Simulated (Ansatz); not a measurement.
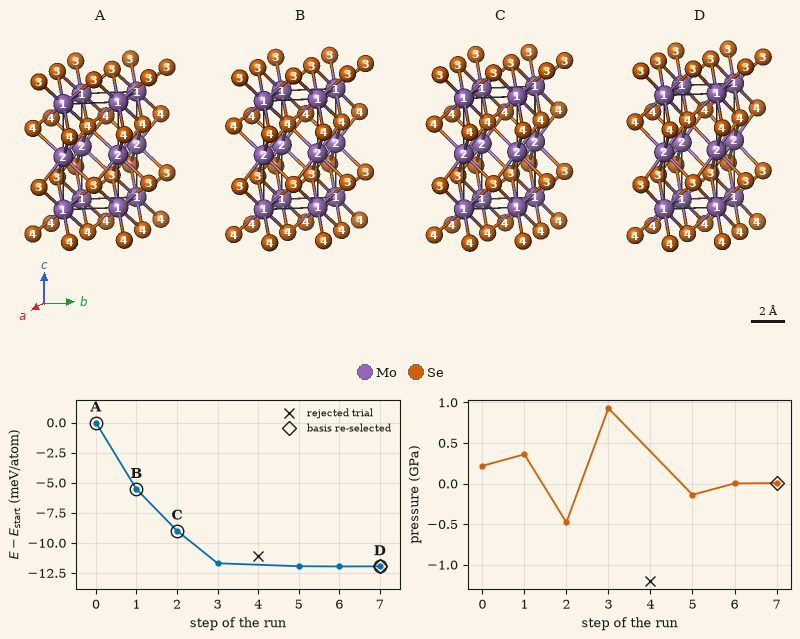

Frames of a relaxation of a crystal of MoSe (built on the nickel arsenide type), marked on the history of the run. A ball-and-stick model of the cell of the calculation, seen slightly off an axis.

All numbers below come from DFT PBE, scalar-relativistic, plane waves, PAW (Ansatz 0.2.0). Set-up: plane-wave cutoff 420 eV; k-point mesh 12 × 12 × 6; occupations gaussian; smearing width 0.1 eV; no spin polarisation; cell and atoms relaxed; force threshold 0.01 eV/Å; at most 80 steps.

What happens along the run?

After 5 accepted moves (7 points after the start) the energy has fallen by 11.9 meV per atom. All forces vanish by symmetry, so only the cell relaxes. The pressure goes from 0.22 to 0.01 GPa. The line search rejected the trial step at point 4 of the run. At 1 point the geometry stayed and the basis and grid were re-selected for the new cell (energy shift of less than 0.05 meV per atom at most each time). No atom moves by more than 0.005 Å relative to the cell. The volume changes by −1.8 %, with a = b 3.440 → 3.284 Å (−4.5 %), c 6.635 → 7.151 Å (+7.8 %). Among the contacts that change: Mo1–Se3 2.588 → 2.606 Å. Among the angles between lasting bonds that change: Mo1–Se3–Mo2 79.7° → 86.6°, Se3–Mo1–Se3 83.3° → 78.1°, Mo1–Se3–Mo1 83.3° → 78.1°. The space group stays P6_3/mmc (No. 194). Cost: 2.4 min on 1 thread of AMD EPYC 7R43 64-Core Processor (Zen 3), with other jobs on the host, peak memory 0.49 GiB. From step 0 to 1: volume −0.8 %, energy −5.5 meV per atom. From step 1 to 2: energy −3.5 meV per atom. From step 2 to 7: volume −1.0 %, energy −3.0 meV per atom.

```json
{"step": "0", "E − E(0), meV/atom": "0.00", "pressure, GPa": "0.22", "volume, Å³/atom": "17.005", "note": ""}
{"step": "1", "E − E(0), meV/atom": "-5.53", "pressure, GPa": "0.36", "volume, Å³/atom": "16.875", "note": ""}
{"step": "2", "E − E(0), meV/atom": "-8.98", "pressure, GPa": "-0.48", "volume, Å³/atom": "16.874", "note": ""}
{"step": "3", "E − E(0), meV/atom": "-11.69", "pressure, GPa": "0.93", "volume, Å³/atom": "16.621", "note": ""}
{"step": "4", "E − E(0), meV/atom": "-11.09", "pressure, GPa": "-1.20", "volume, Å³/atom": "16.791", "note": "rejected"}
{"step": "5", "E − E(0), meV/atom": "-11.93", "pressure, GPa": "-0.14", "volume, Å³/atom": "16.724", "note": ""}
{"step": "6", "E − E(0), meV/atom": "-11.95", "pressure, GPa": "0.00", "volume, Å³/atom": "16.701", "note": ""}
{"step": "7", "E − E(0), meV/atom": "-11.94", "pressure, GPa": "0.01", "volume, Å³/atom": "16.701", "note": "same geometry, new basis"}
```
